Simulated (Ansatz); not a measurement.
## Single-point calculation of CoO (part 2 of 2)

Continued. System: CoO (4 atoms in the cell). Method: DFT PBE+U, scalar-relativistic, plane waves, PAW, Ueff = 1 eV on Co atom 1 d; Ueff = 1 eV on Co atom 3 d, spin-polarised (Ansatz 0.2.0); cutoff 420 eV, 8×8×8 k-mesh, Gaussian smearing of 0.05 eV, collinear spins. The structure derives from an entry of the Crystallography Open Database. It belongs to a series of runs on one base structure; here: ferromagnetic start, free, natural orbitals of the symmetric run filled by rank.

Geometry of the input (Å; fractional positions):
```
0.0000  2.1315  2.1315
2.1315  0.0000  2.1315
4.2630  4.2630  0.0000
Co 0.0000  0.0000  0.0000
O  0.5000  0.5000  0.2500
Co 0.0000  -0.0000  0.5000
O  0.5000  0.5000  0.7500
```

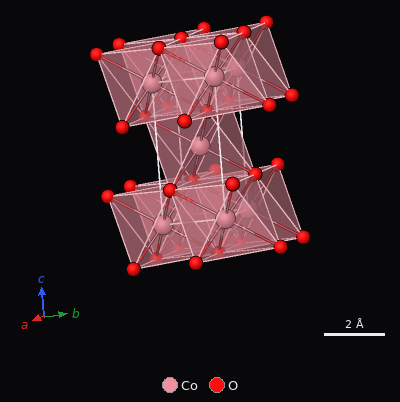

Figure 1. The structure as given in the input (polyhedral view of the reduced cell, seen slightly off an axis; polyhedra are completed across the faces of the cell).

Log, continued
```
SCF iter   1: F=—  HF=-11387.182732 eV  |F-HF|=—  |Δ(HF+E_count)|=         —  Δρ=3.58e-1 (↑1.02e-1 ↓3.58e-1)  dr2=5.54e1  dr2_m=8.90e0  M=2.719 μB ∫|m|=2.719 μB  β_m=0.30  ethr=3.10e-3  ⟨swp⟩=5.5  Hψ=60417  notcnv=0  defer=9
preconditioner: auto → Kerker (q_TF=auto, 2.808 Å⁻¹)  [metal: Δε(μ)=0.003 eV  Ē_g=12.734 eV  σ=0.050 eV  W_gap=0.03  n_scr=16 (ndim 8)  ℏωp=32.7 eV  f_vac=0.000  D(μ)=4.15/eV (n_scr^D=60)]
spin=Collinear: Kerker preconditioning applied to the charge; magnetization (m = ρ↑ − ρ↓) channel mixes plain (no charge-response kernel on spin).
SCF iter   2: F=—  HF=-11383.245915 eV  |F-HF|=—  |Δ(HF+E_count)|=    3.94e0  Δρ=1.33e-1 (↑6.17e-2 ↓1.33e-1)  dr2=3.78e0  dr2_m=1.73e0  M=5.946 μB ∫|m|=5.946 μB  β_m=1.00  ethr=3.10e-3  ⟨swp⟩=3.0  Hψ=38584  notcnv=0  defer=1839
SCF iter   3: F=—  HF=-11382.726683 eV  |F-HF|=—  |Δ(HF+E_count)|=   5.19e-1  Δρ=4.77e-2 (↑4.77e-2 ↓4.25e-2)  dr2=1.07e0  dr2_m=1.77e-2  M=5.920 μB ∫|m|=5.929 μB  β_m=0.30  ethr=3.10e-3  ⟨swp⟩=2.9  Hψ=31803  notcnv=0  defer=1780
SCF iter   4: F=—  HF=-11383.378426 eV  |F-HF|=—  |Δ(HF+E_count)|=   6.52e-1  Δρ=6.07e-2 (↑2.26e-2 ↓6.07e-2)  dr2=1.42e0  dr2_m=2.31e-1  M=5.459 μB ∫|m|=5.468 μB  β_m=0.30  ethr=2.32e-3  ⟨swp⟩=2.4  Hψ=34066  notcnv=0  defer=1762
Mixer restart at iter 4: flushing history
spin-set hold released at iteration 4 (site moments contracting): the magnetisation degrees of freedom join the quasi-Newton model from the next iteration; the mixer history was flushed
SCF iter   5: F=—  HF=-11383.260570 eV  |F-HF|=—  |Δ(HF+E_count)|=   1.18e-1  Δρ=1.59e-2 (↑5.33e-3 ↓1.59e-2)  dr2=2.70e-2  dr2_m=2.59e-2  M=5.831 μB ∫|m|=5.843 μB  β_m=0.32  ethr=2.32e-3  ⟨swp⟩=2.2  Hψ=25522  notcnv=0  defer=1776
SCF iter   6: F=—  HF=-11383.374673 eV  |F-HF|=—  |Δ(HF+E_count)|=   1.14e-1  Δρ=1.25e-2 (↑5.24e-3 ↓1.25e-2)  dr2=2.18e-2  dr2_m=2.00e-2  M=5.890 μB ∫|m|=5.903 μB  β_m=0.37  ethr=5.86e-5  ⟨swp⟩=2.4  Hψ=25121  notcnv=0  defer=1764
SCF iter   7: F=—  HF=-11383.469577 eV  |F-HF|=—  |Δ(HF+E_count)|=   9.49e-2  Δρ=6.90e-3 (↑2.76e-3 ↓6.90e-3)  dr2=6.52e-3  dr2_m=5.88e-3  M=5.936 μB ∫|m|=5.951 μB  β_m=0.60  ethr=4.74e-5  ⟨swp⟩=2.1  Hψ=25962  notcnv=0  defer=1764
SCF iter   8: F=—  HF=-11383.495533 eV  |F-HF|=—  |Δ(HF+E_count)|=   2.60e-2  Δρ=1.12e-3 (↑9.86e-4 ↓1.12e-3)  dr2=4.11e-4  dr2_m=1.33e-4  M=5.978 μB ∫|m|=5.996 μB  β_m=0.77  ethr=1.42e-5  ⟨swp⟩=2.0  Hψ=29910  notcnv=0  defer=1764
SCF iter   9: F=—  HF=-11383.495958 eV  |F-HF|=—  |Δ(HF+E_count)|=   4.26e-4  Δρ=6.74e-4 (↑2.32e-4 ↓6.74e-4)  dr2=1.72e-4  dr2_m=2.37e-5  M=5.978 μB ∫|m|=5.997 μB  β_m=0.88  ethr=8.93e-7  ⟨swp⟩=2.1  Hψ=26415  notcnv=0  defer=1755
SCF iter  10: F=—  HF=-11383.495969 eV  |F-HF|=—  |Δ(HF+E_count)|=   1.12e-5  Δρ=1.97e-4 (↑6.83e-5 ↓1.97e-4)  dr2=1.57e-5  dr2_m=3.80e-6  M=5.980 μB ∫|m|=5.999 μB  β_m=0.89  ethr=3.75e-7  ⟨swp⟩=1.9  Hψ=19172  notcnv=0  defer=1755
SCF iter  11: F=—  HF=-11383.495947 eV  |F-HF|=—  |Δ(HF+E_count)|=   2.23e-5  Δρ=5.06e-5 (↑5.06e-5 ↓3.38e-5)  dr2=8.02e-7  dr2_m=2.41e-7  M=5.980 μB ∫|m|=5.999 μB  β_m=0.89  ethr=3.42e-8  ⟨swp⟩=2.5  Hψ=23340  notcnv=0  defer=1755
Mixer restart at iter 11: flushing history
SCF iter  12: F=—  HF=-11383.496017 eV  |F-HF|=—  |Δ(HF+E_count)|=         —  Δρ=6.18e-5 (↑6.18e-5 ↓4.98e-5)  dr2=1.04e-6  dr2_m=6.22e-7  M=5.980 μB ∫|m|=5.999 μB  β_m=0.89  ethr=1.74e-9  ⟨swp⟩=2.2  Hψ=20517  notcnv=0  defer=1755
SCF iter  13: F=—  HF=-11383.615306 eV  |F-HF|=—  |Δ(HF+E_count)|=   1.19e-1  Δρ=9.94e-3 (↑7.28e-4 ↓9.94e-3)  dr2=1.00e-2  dr2_m=8.99e-3  M=5.961 μB ∫|m|=5.981 μB  β_m=0.51  ethr=1.74e-9  ⟨swp⟩=3.2  Hψ=29896  notcnv=0  defer=1755
SCF iter  14: F=—  HF=-11383.621680 eV  |F-HF|=—  |Δ(HF+E_count)|=   6.37e-3  Δρ=6.52e-3 (↑8.13e-4 ↓6.52e-3)  dr2=4.30e-3  dr2_m=3.70e-3  M=5.971 μB ∫|m|=5.991 μB  β_m=0.75  ethr=1.74e-9  ⟨swp⟩=3.7  Hψ=48035  notcnv=0  defer=1755
SCF iter  15: F=—  HF=-11383.626482 eV  |F-HF|=—  |Δ(HF+E_count)|=   4.80e-3  Δρ=3.60e-3 (↑1.76e-3 ↓3.60e-3)  dr2=6.25e-3  dr2_m=4.35e-4  M=5.974 μB ∫|m|=5.994 μB  β_m=0.74  ethr=1.74e-9  ⟨swp⟩=4.7  Hψ=52956  notcnv=0  defer=1755
SCF iter  16: F=—  HF=-11383.625815 eV  |F-HF|=—  |Δ(HF+E_count)|=   6.67e-4  Δρ=7.47e-4 (↑3.49e-4 ↓7.47e-4)  dr2=2.46e-4  dr2_m=2.55e-5  M=5.983 μB ∫|m|=6.004 μB  β_m=0.85  ethr=1.74e-9  ⟨swp⟩=4.3  Hψ=49111  notcnv=0  defer=1755
SCF iter  17: F=—  HF=-11383.625816 eV  |F-HF|=—  |Δ(HF+E_count)|=   1.38e-6  Δρ=2.86e-4 (↑2.10e-4 ↓2.86e-4)  dr2=3.21e-5  dr2_m=8.23e-6  M=5.984 μB ∫|m|=6.005 μB  β_m=0.92  ethr=1.74e-9  ⟨swp⟩=3.2  Hψ=40560  notcnv=0  defer=1755
SCF iter  18: F=—  HF=-11383.625830 eV  |F-HF|=—  |Δ(HF+E_count)|=   1.37e-5  Δρ=1.99e-4 (↑5.13e-5 ↓1.99e-4)  dr2=6.21e-6  dr2_m=2.94e-6  M=5.984 μB ∫|m|=6.005 μB  β_m=0.96  ethr=1.74e-9  ⟨swp⟩=3.2  Hψ=32992  notcnv=0  defer=1755
SCF iter  19: F=—  HF=-11383.625851 eV  |F-HF|=—  |Δ(HF+E_count)|=   2.13e-5  Δρ=1.63e-4 (↑2.69e-5 ↓1.63e-4)  dr2=3.35e-6  dr2_m=2.09e-6  M=5.984 μB ∫|m|=6.005 μB  β_m=0.98  ethr=1.74e-9  ⟨swp⟩=2.4  Hψ=27211  notcnv=0  defer=1755
SCF iter  20: F=—  HF=-11383.625876 eV  |F-HF|=—  |Δ(HF+E_count)|=   2.48e-5  Δρ=9.57e-5 (↑4.84e-5 ↓9.57e-5)  dr2=4.06e-6  dr2_m=4.58e-7  M=5.984 μB ∫|m|=6.005 μB  β_m=0.99  ethr=1.74e-9  ⟨swp⟩=3.4  Hψ=34479  notcnv=0  defer=1755
SCF iter  21: F=—  HF=-11383.625882 eV  |F-HF|=—  |Δ(HF+E_count)|=   5.49e-6  Δρ=4.56e-5 (↑1.11e-5 ↓4.56e-5)  dr2=2.86e-7  dr2_m=1.62e-7  M=5.984 μB ∫|m|=6.005 μB  β_m=0.98  ethr=1.74e-9  ⟨swp⟩=2.2  Hψ=27014  notcnv=0  defer=1755
SCF iter  22: F=-11383.625882 eV  HF=-11383.625882 eV  |F-HF|=2.24e-8  |Δ(HF+E_count)|=   7.79e-7  Δρ=1.24e-5 (↑7.44e-6 ↓1.24e-5)  dr2=8.00e-8  dr2_m=5.50e-9  M=5.984 μB ∫|m|=6.005 μB  ethr=2.17e-10  ⟨swp⟩=11.6  Hψ=118914  notcnv=0
SCF 1 converged in 22 iterations: F = -11383.625882 eV  dr2 = 8.00e-8
  greatest PAW one-centre occupation: 1.004 electrons in one spin orbital (limit 2), on the Co atom at site 2 (counted from 0), in its partial waves of l = 1
SCF converged after 22 iterations
Magnetization: 5.9842 μB (25.9921 up, 20.0079 down)
Absolute magnetization: 6.0037 μB (∫|ρ↑−ρ↓|, with the PAW one-centre terms)
Spin contamination: 0.0091 ħ² per cell (⟨S²⟩ above its minimum at these occupations)
Per-site moments (μB) at R_I (Å): [(2.549839945836017, 0.87924443475), (0.2919774078160207, 0.87924443475), (2.549839945836017, 0.87924443475), (0.2919774078160206, 0.87924443475)]
Free energy (F): -11383.625882 eV
Harris-Foulkes:  -11383.625882 eV  (|F-HF|=2.24e-8)
Internal energy: -11383.625458 eV  (E = F + TS)
E sigma→0 (E₀):  -11383.625670 eV
Entropy (-TS):   -0.000424 eV (-0.106 meV/atom)
Fermi energy:    13.792685 eV
--- Per-component energies (eV) ---
  E_band       = -617.927198
  E_kinetic    = 1234.838926
  E_local      = -6875.028613  (includes V_loc(G=0)·N_el)
  E_nonlocal   = 1029.942478
  E_hartree    = 2822.660702
  E_xc         = -457.436973
  E_vxc        = -587.815275  (∫ρ·V_xc dr)
  E_hubbard    = 0.438555  (on-site DFT+U / exact-exchange correction)
  E_vhub       = -6.467501  (the Hubbard potential's part of the band-sum identity)
  E_paw        = -3354.919950  (= ΣΔE_a)
  E_vpaw       = -1058.702456  (= ΣTr[D̂ρ^β])
  E_aug_tail   = 0.005043  (compensation charges beyond the density's cutoff)
  E_ewald      = -5784.125627
  E_smearing   = -0.000424  (= −TS)
  E_closure    = 0.000000  (closes the sum)
  Σ components = -11383.625882   (vs F -11383.625882, Δ=0.00e0)
--- Specified on-site occupations, and those of the state reported ---
  electrons in the specified blocks: 13.7000 specified, 14.6892 found
  site 2 (l=d) ↓: largest change of an orbital's occupation 0.2545; electrons 2.0000 specified, 2.3599 found; spectral distance 0.2153
  site 0 (l=d) ↓: largest change of an orbital's occupation 0.2545; electrons 2.0000 specified, 2.3599 found; spectral distance 0.2153
  site 0 (l=d) ↑: largest change of an orbital's occupation 0.0293; electrons 4.8500 specified, 4.9847 found; spectral distance 0.0604
  site 2 (l=d) ↑: largest change of an orbital's occupation 0.0293; electrons 4.8500 specified, 4.9847 found; spectral distance 0.0604
--- Forces (eV/Å), atoms counted from 1 ---
  atom   1  Co     0.00000000     0.00000000     0.00000000
  atom   2  O      0.00000000     0.00000000     0.00000000
  atom   3  Co     0.00000000     0.00000000     0.00000000
  atom   4  O      0.00000000     0.00000000     0.00000000
  max |Σ_I F_I| component: 1.58e-29 eV/Å
--- Stress (GPa, compression-positive) ---
        4.341571      -0.414346       0.413682
       -0.414330       4.341437       0.413533
        0.413138       0.413098       4.339039
  P = ⅓ Tr σ = 4.3407 GPa (43.407 kbar)
--- Band table (eV; the first three rows and the last of 520) ---
  k-point 0 ↑: bands = ["-83.1129", "-83.1097", "-46.9098", "-46.8738", "-46.1314", "-46.1310", "-46.1264", "-46.1260", "-6.2454", "-4.9850", "5.5088", "7.6030", "7.6032", "9.3890", "10.0052", "10.0053", "10.5778", "10.5778", "10.8088", "10.8672", "10.8799", "10.8800", "11.3151", "11.3152", "13.7829", "13.7831", "14.7591", "18.7253", "23.1440", "27.1718", "27.1719", "30.5099"]
  k-point 1 ↑: bands = ["-83.1128", "-83.1099", "-46.9085", "-46.8752", "-46.1312", "-46.1308", "-46.1266", "-46.1262", "-6.2041", "-5.0417", "5.6420", "7.6534", "7.6536", "9.2724", "9.7299", "9.7300", "10.5798", "10.5799", "10.6467", "10.8242", "11.1955", "11.1956", "11.2835", "11.2836", "13.7108", "13.7109", "15.0584", "18.6898", "23.2261", "27.3255", "27.3256", "29.4917"]
  k-point 2 ↑: bands = ["-83.1125", "-83.1102", "-46.9046", "-46.8791", "-46.1307", "-46.1303", "-46.1271", "-46.1267", "-6.0842", "-5.1984", "6.0266", "7.8040", "7.8042", "8.8484", "9.2566", "9.2567", "10.4219", "10.6504", "10.6505", "10.7119", "11.1945", "11.1946", "11.7216", "11.7218", "13.5026", "13.5028", "15.7699", "18.5173", "23.5407", "27.7741", "27.7741", "27.9742"]
  k-point 259 ↓: bands = ["-79.9092", "-79.9092", "-43.4413", "-43.4413", "-43.1910", "-43.1910", "-43.1662", "-43.1662", "-4.4552", "-4.4552", "7.2377", "7.2377", "8.9714", "8.9714", "9.5623", "9.5623", "12.5603", "12.5603", "13.3752", "13.3752", "14.6461", "14.6461", "15.7684", "15.7684", "15.8405", "15.8405", "21.4615", "21.4615", "23.7346", "23.7346", "25.3973", "25.3973"]
Occupation matrices written to [file]
--- Löwdin populations: 4 sites ---
  site symbol       q [e]    m [muB]
     0     Co     15.8565     2.6244
     1      O      7.0198     0.3667
     2     Co     15.8565     2.6244
     3      O      7.0198     0.3667
  spilling = 0.005381 (of n_electrons = 46.000000)
--- Occupation matrices: 2 shells (run DFT+U table (all-electron-ortho-atomic); ε = 1.06e-2) ---
  Co0 d_3D: site group Oh (m-3m); on the run's cell D3d (-3m)
  Co0 d_3D up     Tr n = 4.9847  λ = 0.995 0.995 0.998 0.998 0.999  [5× z2 0.20 (T2g 0.60) T2g(0.60)/Eg(0.80)]
  Co0 d_3D dn     Tr n = 2.3599  λ = 0.102 0.161 0.161 0.968 0.968  [yz 0.33 (T2g 1.00) T2g(1.00)/A1g(1.00) | 2× x2-y2 0.48 (Eg 0.96) Eg(0.96)/Eg(1.00) | 2× xy 0.32 (T2g 0.96) T2g(0.96)/Eg(1.00)]
  specified occupation → Co0 d_3D up: matrix, ‖Δ‖_F = 0.0604, Tr Δ = -0.1347, displaced = 0.0673, d_λ = 0.0604; orbital distance = 0.0000
  specified occupation → Co0 d_3D dn: matrix, ‖Δ‖_F = 0.4033, Tr Δ = -0.3599, displaced = 0.4113, d_λ = 0.2153; orbital distance = 0.3892
  Co2 d_3D: site group Oh (m-3m); on the run's cell D3d (-3m)
  Co2 d_3D up     Tr n = 4.9847  λ = 0.995 0.995 0.998 0.998 0.999  [5× z2 0.20 (T2g 0.60) T2g(0.60)/Eg(0.80)]
  Co2 d_3D dn     Tr n = 2.3599  λ = 0.102 0.161 0.161 0.968 0.968  [yz 0.33 (T2g 1.00) T2g(1.00)/A1g(1.00) | 2× x2-y2 0.48 (Eg 0.96) Eg(0.96)/Eg(1.00) | 2× xy 0.32 (T2g 0.96) T2g(0.96)/Eg(1.00)]
  specified occupation → Co2 d_3D up: matrix, ‖Δ‖_F = 0.0604, Tr Δ = -0.1347, displaced = 0.0673, d_λ = 0.0604; orbital distance = 0.0000
  specified occupation → Co2 d_3D dn: matrix, ‖Δ‖_F = 0.4033, Tr Δ = -0.3599, displaced = 0.4113, d_λ = 0.2153; orbital distance = 0.3892
  Tr n, λ and their labels are of the run-group-symmetrised matrices; stabiliser: 24 of 48 elements of G0×{1,Θ} (closed), max defect 5.6e-4 at τ = 2.3e-3
```

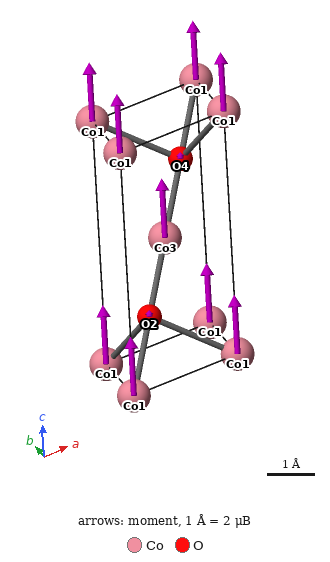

Figure 2. Magnetic moments of the sites as pink arrows (ball-and-stick view of the reduced cell, seen slightly off an axis; atoms are numbered from 1 in the order of the input); small moments hardly show. The run is collinear, so the axis drawn is arbitrary. Site moments: Co1, Co3 (2.55 μB); O2, O4 (0.29 μB). They are counted near the atoms and needn't add up to the moment of the cell.

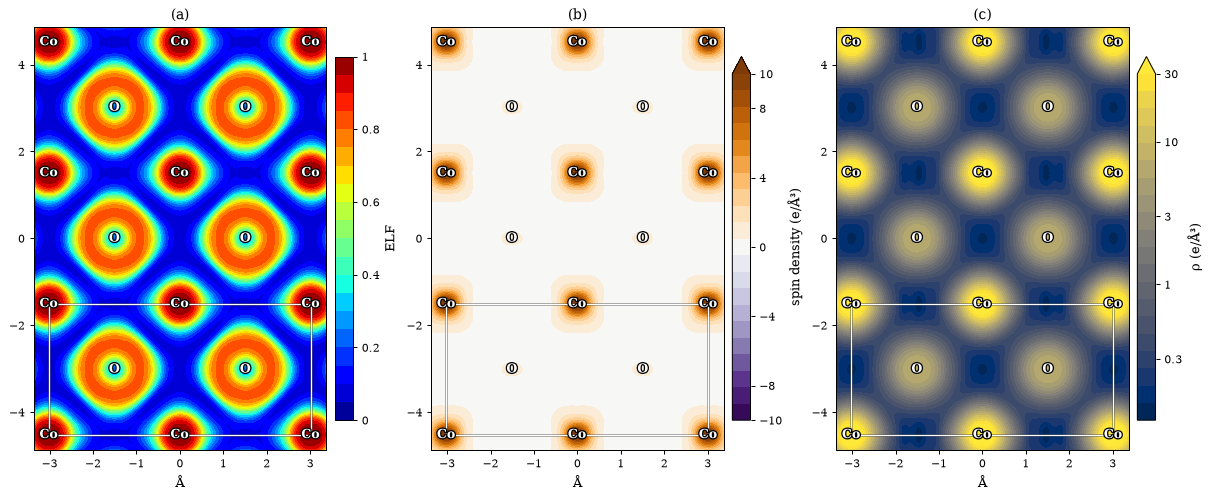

Figure 3. (a) ELF; (b) spin density; (c) valence pseudo-density on the (110) plane of the calculation cell. Atoms in the plane: Co and O. Co–O (2.13 Å): ρ is about 0.42 e/Å³ halfway; the ELF is about 0.15 at the midpoint (no shared pair; the contact is polar). Away from the nuclei the density in this plane falls to 0.11 e/Å³ at its lowest. The strong features right at Co lie inside the PAW spheres (semicore, d or f shells) and say nothing about bonding. The cell of the calculation (4 atoms) carries 6.0 μB net. Core electrons are frozen (PAW), so the fields are smoothed inside the atomic spheres.

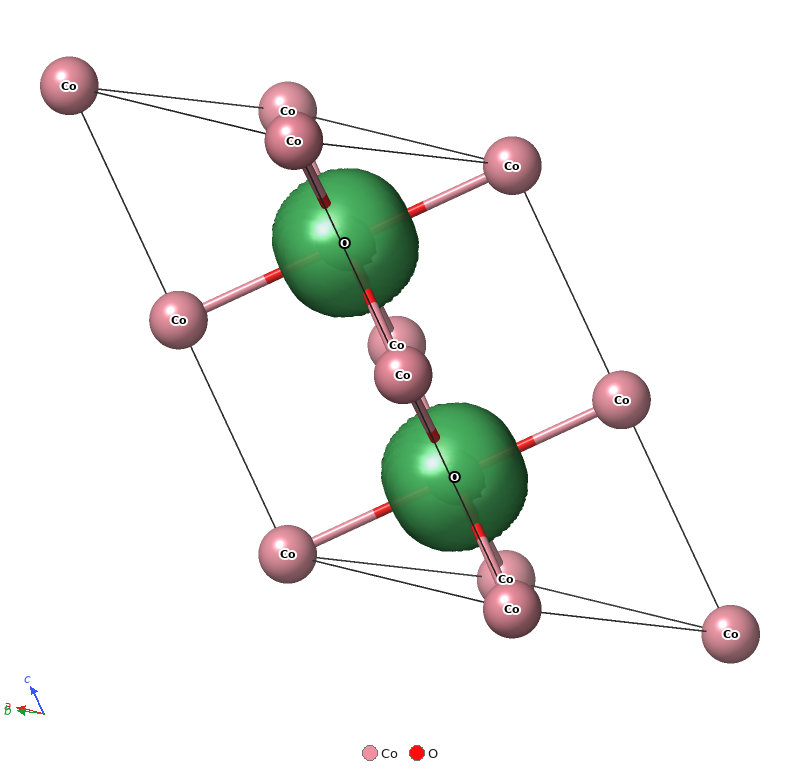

Figure 4. Isosurface of the ELF at 0.65 (green), seen at an oblique angle. Only the valence region is drawn (cores and ρ < 0.01 e/Å³ removed). Sticks mark near contacts. The outline is the calculation cell. Values along the shortest contacts: Co–O (2.13 Å): the ELF is about 0.15 at the midpoint (no shared pair; the contact is polar).

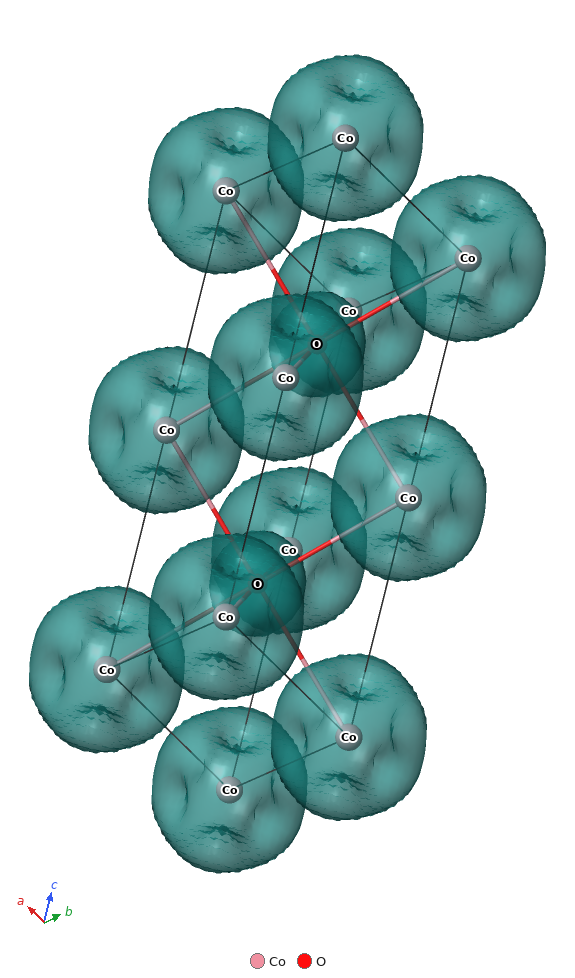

Figure 5. Isosurface of the magnetisation density (up minus down) at +0.1 e/Å³ (teal), seen at an oblique angle. Sticks mark near contacts. The outline is the calculation cell. The cell of the calculation (4 atoms) carries 6.0 μB net.
